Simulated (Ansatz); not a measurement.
## Ti4Al9: geometry relaxation (part 2 of 2)

Continued. System: Ti4Al9 (slab, 13 atoms in the cell). Method: DFT PBEsol, scalar-relativistic, plane waves, PAW, no spin polarisation (Ansatz 0.2.0); cutoff 420 eV, 9×6×1 k-mesh, Gaussian smearing of 0.1 eV. The structure derives from an entry of the Crystallography Open Database. It belongs to a series of runs on one base structure; here: (1 1 0) slab, atoms relaxed.

Geometry of the input (Å; fractional positions):
```
3.9724  0.0000  0.0000
0.0000  6.3340  0.0000
0.0000  0.0000  22.4223
Al 0.0000  0.8104  0.3345
Al 0.5000  0.1234  0.3631
Ti 0.0000  0.4327  0.3914
Al 0.5000  0.7156  0.4172
Ti 0.0000  0.9984  0.4431
Al 0.5000  0.3077  0.4714
Al 0.0000  0.6208  0.5000
Al 0.5000  0.9338  0.5286
Ti 0.0000  0.2431  0.5569
Al 0.5000  0.5259  0.5828
Ti 0.0000  0.8088  0.6086
Al 0.5000  0.1181  0.6369
Al 0.0000  0.4311  0.6655
```

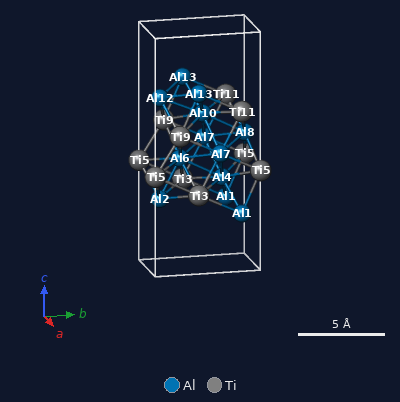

The geometry at step 3 of the log (ball-and-stick view of the cell of the calculation, with the vacuum cut short, seen slightly off an axis; atoms are numbered from 1 in the order of the input).

```
WARN: The output density's exchange-correlation potential varies sharply where the density is thin. Do not read a vacuum level from v_tot or v_xc, or from such a field of the output density. On a cell that repeats whose density bears no net charge and no dipole along the vacuum's axis use v_es (v_loc + v_h of the components); under efield.dipole_correction with no amplitude use v_es + v_field, which holds any external_charges[].barrier, or the levels of the report's work_function block, which leave it out; under a non-zero efield.amplitude the vacuum is tilted and has no level; on a cell that repeats and bears such a dipole with no correction it is tilted too, and efield.dipole_correction with no amplitude gives each side of its ramp a level where efield: is served; in a cell that repeats whose density bears a net charge (total_charge, or a fill off its count) it is curved and has none; of a slab under crystal.periodic whose density bears no net charge use v_es, which has a level on each side, short of where the two are joined; of another it falls or rises all the way out and has none; of a slab beside external_charges read slab_vacuum_level instead, which it has where they leave it neutral. The grid or the basis barely resolves most such structure, and the values can differ between equally converged runs; as a rule a tighter scf.convergence.dr2_threshold does not remove it. Where the density itself ripples (under the LDA too) a higher basis.ecutwfc lessens it. The files hold the spikes' plane waves up to the density's cutoff. Files: v_tot_of_output_density and the like, and their columns of v_z.tsv (output.write_potential); v_xc_of_output_density and the like, and their columns of v_comp_z.tsv (output.write_potential_components). Measured: with its Gaussian average of σ = 0.25 Å subtracted twice, the exchange-correlation potential is over 0.1 eV at 1 of the grid points where the equally averaged density (valence and model cores) is under 1e-3 e/Å³, and 0.132 eV at the most among them, at an averaged density of 1.6e-8 e/Å³. The input density's (outcome.potential() and, of a run that writes arrays, v_tot and v_xc) is over 0.1 eV, so measured, at 37 points of its own thin density, 0.139 eV at the most. See output.write_potential in the manual, Limitations
SCF converged after 5 iterations
Free energy (F): -14615.523253 eV
Harris-Foulkes:  -14615.523253 eV  (|F-HF|=3.40e-8)
Internal energy: -14615.484002 eV  (E = F + TS)
E sigma→0 (E₀):  -14615.503628 eV
Entropy (-TS):   -0.039251 eV (-3.019 meV/atom)
Fermi energy:    0.866193 eV
Dipole field:    D = -0.000002 V/Å  (p = -0.000006 e·Å, saw-weighted, corrected)
Work function:   Φ+ = 4.5678 eV   Φ− = 4.5677 eV
Levels:          The Fermi level and band energies are counted from a zero that moves with the ramp; work functions are not
--- Per-component energies (eV) ---
  E_band       = -1309.919801
  E_kinetic    = 1289.567336
  E_local      = -37857.231096  (includes V_loc(G=0)·N_el)
  E_nonlocal   = 137.595453
  E_hartree    = 18289.592835
  E_xc         = -735.565093
  E_vxc        = -740.594723  (∫ρ·V_xc dr)
  E_paw        = -8185.584184  (= ΣΔE_a)
  E_vpaw       = -718.469763  (= ΣTr[D̂ρ^β])
  E_aug_tail   = 0.000442  (compensation charges beyond the density's cutoff)
  E_efield     = 0.000000  (sawtooth field / dipole correction)
  E_vefield    = -0.000000  (∫n·V_field dr)
  E_ewald      = 12445.410516
  E_core_change = 0.729788  (= ΣΔE_core)
  E_smearing   = -0.039251  (= −TS)
  E_closure    = 0.000000  (closes the sum)
  Σ components = -14615.523253   (vs F -14615.523253, Δ=0.00e0)
--- Forces (eV/Å), atoms counted from 1 ---
  atom   1  Al     0.00000000     0.00565025    -0.00544687
  atom   2  Al     0.00000000     0.00389219    -0.00530249
  atom   3  Ti     0.00000000    -0.00708540    -0.00247224
  atom   4  Al     0.00000000    -0.00379752     0.00443252
  atom   5  Ti     0.00000000     0.00529923     0.00804151
  atom   6  Al     0.00000000     0.00144894    -0.00057409
  atom   7  Al     0.00000000    -0.00001156     0.00000098
  atom   8  Al     0.00000000    -0.00144183     0.00058543
  atom   9  Ti     0.00000000    -0.00528763    -0.00804058
  atom  10  Al     0.00000000     0.00378025    -0.00443694
  atom  11  Ti     0.00000000     0.00709409     0.00247821
  atom  12  Al     0.00000000    -0.00388564     0.00529245
  atom  13  Al     0.00000000    -0.00565562     0.00544457
  max |Σ_I F_I| component: 2.47e-6 eV/Å
--- Band table (eV; the first three rows and the last of 20) ---
  k-point 0: bands = ["-55.7842", "-55.7841", "-55.4607", "-55.4277", "-32.2879", "-32.2875", "-32.1503", "-32.1501", "-32.0990", "-32.0941", "-31.9652", "-31.9336", "-31.9214", "-31.7913", "-31.7665", "-31.6631", "-8.6294", "-7.3139", "-6.0168", "-4.9476", "-4.8681", "-3.8959", "-3.2807", "-3.0462", "-2.0974", "-1.3970", "-1.2856", "-0.7218", "-0.6535", "-0.2974", "-0.2393", "-0.1817", "0.0223", "0.2641", "0.2850", "0.4150", "0.4396", "0.9013", "0.9921", "1.4746", "1.7591", "1.7612", "1.7999", "1.9778", "2.0603", "2.1880", "2.2998", "2.4147", "2.9987", "3.3154", "3.3970"]
  k-point 1: bands = ["-55.7842", "-55.7841", "-55.4607", "-55.4278", "-32.2880", "-32.2876", "-32.1503", "-32.1501", "-32.0983", "-32.0933", "-31.9652", "-31.9337", "-31.9215", "-31.7921", "-31.7670", "-31.6631", "-8.5331", "-7.2422", "-6.1689", "-5.6649", "-4.3123", "-4.0213", "-3.4284", "-2.6913", "-1.9147", "-1.4829", "-1.0500", "-0.7308", "-0.6710", "-0.2892", "-0.1719", "-0.1192", "0.0316", "0.1266", "0.2726", "0.4922", "0.5938", "0.9632", "1.0164", "1.2483", "1.3509", "1.7832", "1.8835", "1.9634", "2.1527", "2.2934", "2.3284", "2.5253", "2.9666", "3.3619", "3.4559"]
  k-point 2: bands = ["-55.7842", "-55.7841", "-55.4607", "-55.4278", "-32.2881", "-32.2879", "-32.1502", "-32.1500", "-32.0969", "-32.0916", "-31.9653", "-31.9337", "-31.9218", "-31.7937", "-31.7680", "-31.6632", "-8.2633", "-7.1738", "-6.5990", "-5.9969", "-4.6448", "-4.0962", "-3.0283", "-2.1804", "-1.9411", "-1.2210", "-0.8320", "-0.6781", "-0.4518", "-0.3763", "-0.1664", "-0.1302", "0.0107", "0.0923", "0.2734", "0.5705", "0.7639", "0.8524", "1.0438", "1.1293", "1.2327", "1.6910", "1.7147", "2.0116", "2.0749", "2.3393", "2.6483", "2.6751", "2.9645", "3.4116", "3.6743"]
  k-point 19: bands = ["-55.7835", "-55.7834", "-55.4599", "-55.4271", "-32.2867", "-32.2865", "-32.1662", "-32.1659", "-32.0942", "-32.0891", "-31.9839", "-31.9502", "-31.9197", "-31.7928", "-31.7670", "-31.6619", "-6.3983", "-5.9057", "-5.2196", "-5.1050", "-4.9755", "-4.2768", "-3.7445", "-3.2848", "-3.1364", "-2.3326", "-1.9659", "-1.6130", "-1.1412", "-1.0989", "-0.6252", "-0.5890", "-0.4673", "-0.1723", "0.2171", "0.4605", "0.8942", "1.0164", "1.3297", "1.4712", "1.6298", "1.9276", "1.9346", "2.0088", "2.1314", "2.2074", "2.3334", "2.3536", "2.6495", "2.7738", "2.9111"]
--- Relaxed structure (4 steps of the walk, 4 accepted, 0 SCFs on fresh bases) ---
  F+E_penalty+E_count = -14615.52325344 eV   max|allowed force component| = 8.041e-3 eV/Å
  atoms:
    - { symbol: Al, position: [0.0, 0.827091892113563, 0.33483480107910474] }
    - { symbol: Al, position: [0.5, 0.11805105559780832, 0.3635066055218182] }
    - { symbol: Ti, position: [0.0, 0.41582107632227, 0.3904929627035599] }
    - { symbol: Al, position: [0.5, 0.7124347258817868, 0.4127218011550827] }
    - { symbol: Ti, position: [0.0, 1.0032544135650476, 0.4473128961098345] }
    - { symbol: Al, position: [0.5, 0.31308384774043313, 0.4703430920364467] }
    - { symbol: Al, position: [0.0, 0.6207558131961625, 0.49999999229606323] }
    - { symbol: Al, position: [0.5, 0.9284274912499786, 0.5296568599713519] }
    - { symbol: Ti, position: [0.0, 0.23825693624206368, 0.5526870995632545] }
    - { symbol: Al, position: [0.5, 0.5290769270789211, 0.5872782210509276] }
    - { symbol: Ti, position: [0.0, 0.8256901888336102, 0.6095070008769452] }
    - { symbol: Al, position: [0.5, 0.12346017525288093, 0.6364934594897403] }
    - { symbol: Al, position: [0.0, 0.4144197183254733, 0.6651652081458708] }
```

**Trajectory as extended XYZ (Å, eV, eV/Å), 4 frames, from step=1 to step=4**
```
13
Lattice="3.9724 0.0000 0.0000 0.0000 6.3340 0.0000 0.0000 0.0000 22.4223" Properties=species:S:1:pos:R:3:forces:R:3 step=1 energy=-14615.30667
Al    0.0000    5.1330    7.5000    0.0000   0.2261  -0.0659
Al    1.9862    0.7816    8.1417    0.0000   0.0224   0.0881
Ti    0.0000    2.7410    8.7758    0.0000  -0.6553  -0.0453
Al    1.9862    4.5324    9.3556    0.0000  -0.0814  -0.4041
Ti    0.0000    6.3238    9.9353    0.0000   0.4860   0.5854
Al    1.9862    1.9492   10.5695    0.0000   0.1618  -0.1722
Al    0.0000    3.9319   11.2112    0.0000   0.0000   0.0000
Al    1.9862    5.9146   11.8528    0.0000  -0.1618   0.1722
Ti    0.0000    1.5400   12.4870    0.0000  -0.4860  -0.5854
Al    1.9862    3.3313   13.0667    0.0000   0.0814   0.4041
Ti    0.0000    5.1227   13.6465    0.0000   0.6553   0.0453
Al    1.9862    0.7481   14.2806    0.0000  -0.0224  -0.0881
Al    0.0000    2.7308   14.9223    0.0000  -0.2261   0.0659
13
Lattice="3.9724 0.0000 0.0000 0.0000 6.3340 0.0000 0.0000 0.0000 22.4223" Properties=species:S:1:pos:R:3:forces:R:3 step=2 energy=-14615.48149
Al    0.0000    5.1944    7.5448    0.0000   0.1705  -0.0212
Al    1.9862    0.7689    8.1914    0.0000  -0.1647  -0.1676
Ti    0.0000    2.6349    8.7501    0.0000   0.0614   0.1205
Al    1.9862    4.5147    9.2889    0.0000   0.0454  -0.0725
Ti    0.0000    6.3900   10.0518    0.0000  -0.4318  -0.2482
Al    1.9862    1.9841   10.5571    0.0000   0.1091  -0.0258
Al    0.0000    3.9319   11.2112    0.0000   0.0000   0.0000
Al    1.9862    5.8796   11.8652    0.0000  -0.1091   0.0258
Ti    0.0000    1.4737   12.3705    0.0000   0.4318   0.2482
Al    1.9862    3.3491   13.1334    0.0000  -0.0455   0.0725
Ti    0.0000    5.2289   13.6722    0.0000  -0.0614  -0.1205
Al    1.9862    0.7609   14.2309    0.0000   0.1647   0.1676
Al    0.0000    2.6694   14.8775    0.0000  -0.1705   0.0212
13
Lattice="3.9724 0.0000 0.0000 0.0000 6.3340 0.0000 0.0000 0.0000 22.4223" Properties=species:S:1:pos:R:3:forces:R:3 step=3 energy=-14615.52185
Al    0.0000    5.2295    7.5067    0.0000   0.0456   0.0012
Al    1.9862    0.7522    8.1561    0.0000  -0.0288  -0.0284
Ti    0.0000    2.6357    8.7521    0.0000  -0.0039   0.0190
Al    1.9862    4.5163    9.2479    0.0000  -0.0218   0.0359
Ti    0.0000    6.3540   10.0338    0.0000   0.0089  -0.0387
Al    1.9862    1.9871   10.5444    0.0000  -0.0138   0.0165
Al    0.0000    3.9319   11.2112    0.0000   0.0000   0.0000
Al    1.9862    5.8767   11.8779    0.0000   0.0137  -0.0165
Ti    0.0000    1.5097   12.3885    0.0000  -0.0089   0.0387
Al    1.9862    3.3475   13.1744    0.0000   0.0219  -0.0359
Ti    0.0000    5.2281   13.6702    0.0000   0.0039  -0.0190
Al    1.9862    0.7775   14.2662    0.0000   0.0288   0.0285
Al    0.0000    2.6342   14.9156    0.0000  -0.0456  -0.0012
13
Lattice="3.9724 0.0000 0.0000 0.0000 6.3340 0.0000 0.0000 0.0000 22.4223" Properties=species:S:1:pos:R:3:forces:R:3 step=4 energy=-14615.52325
Al    0.0000    5.2388    7.5078    0.0000   0.0056  -0.0054
Al    1.9862    0.7477    8.1507    0.0000   0.0039  -0.0053
Ti    0.0000    2.6338    8.7558    0.0000  -0.0071  -0.0025
Al    1.9862    4.5126    9.2542    0.0000  -0.0038   0.0044
Ti    0.0000    6.3546   10.0298    0.0000   0.0053   0.0080
Al    1.9862    1.9831   10.5462    0.0000   0.0014  -0.0006
Al    0.0000    3.9319   11.2112    0.0000   0.0000   0.0000
Al    1.9862    5.8807   11.8761    0.0000  -0.0014   0.0006
Ti    0.0000    1.5091   12.3925    0.0000  -0.0053  -0.0080
Al    1.9862    3.3512   13.1681    0.0000   0.0038  -0.0044
Ti    0.0000    5.2299   13.6666    0.0000   0.0071   0.0025
Al    1.9862    0.7820   14.2716    0.0000  -0.0039   0.0053
Al    0.0000    2.6249   14.9145    0.0000  -0.0057   0.0054
```

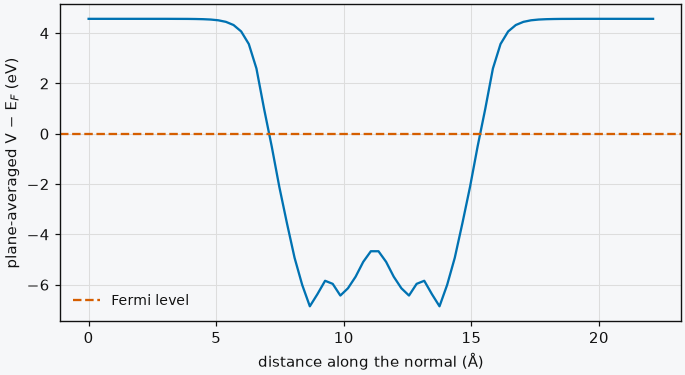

Plane average of the electrostatic potential energy of an electron across the cell, from the Fermi level. The vacuum level lies 4.57 eV above the Fermi level.

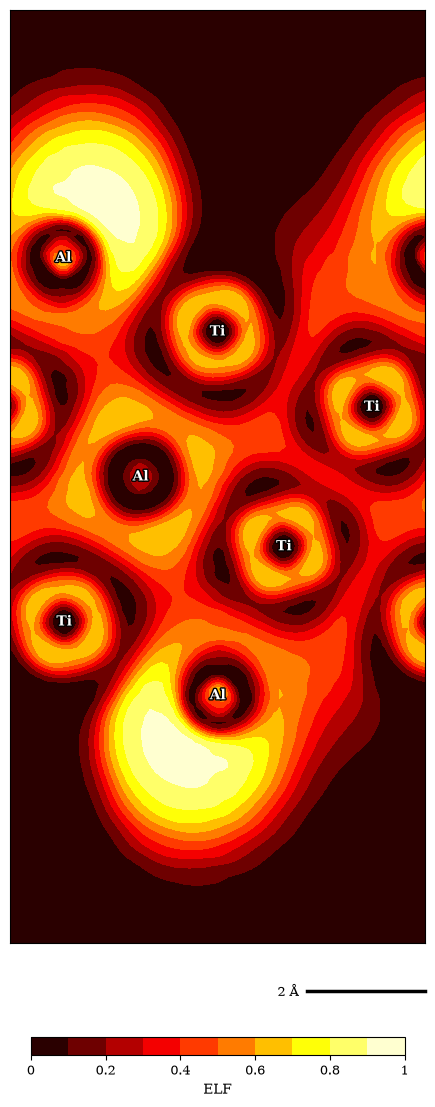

ELF on the (100) plane of the calculation cell, a cut from vacuum to vacuum. Atoms in the plane: Al and Ti. Ti–Al (2.70 Å): the ELF is about 0.35 at the midpoint, as expected for metallic bonding. Ti–Al (2.78 Å): the ELF is about 0.30 at the midpoint (no localised pair between them). Ti–Al (2.78 Å): the ELF is about 0.30 at the midpoint; no shared electron pair. The strong features right at Ti lie inside the PAW spheres (semicore, d or f shells) and say nothing about bonding. Core electrons are frozen (PAW), so the fields are smoothed inside the atomic spheres.

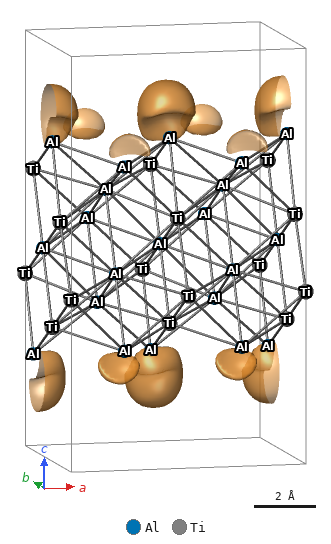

Isosurface of the electron localisation function at 0.8 (orange), seen slightly off an axis. Only the valence region is drawn (cores and ρ < 0.01 e/Å³ removed). Sticks mark near contacts. Profiles from the grid: Al–Al (2.70 Å): the ELF peaks at about 0.65 between the atoms. Ti–Al (2.70 Å): the ELF is about 0.35 at the midpoint, which marks nearly free electrons, as in a simple metal.

**Results in brief**

| quantity | value |
| --- | --- |
| outcome | converged |
| electrons treated | 75 |
| free energy | −14615.5233 eV |
| work function, top face | 4.57 eV |
| work function, bottom face | 4.57 eV |
| Fermi energy | 0.866 eV |
| gap on the k-point mesh | none (metallic) |
| final volume | 564.18 Å³ |
| work function (upper face) | 4.57 eV |
| largest force (length of the vector) at the end | 0.010 eV/Å |
| wall time | 6.4 min |
| peak memory | 0.83 GiB |

Warnings of the run: the exchange-correlation potential is rough where the density is thin.
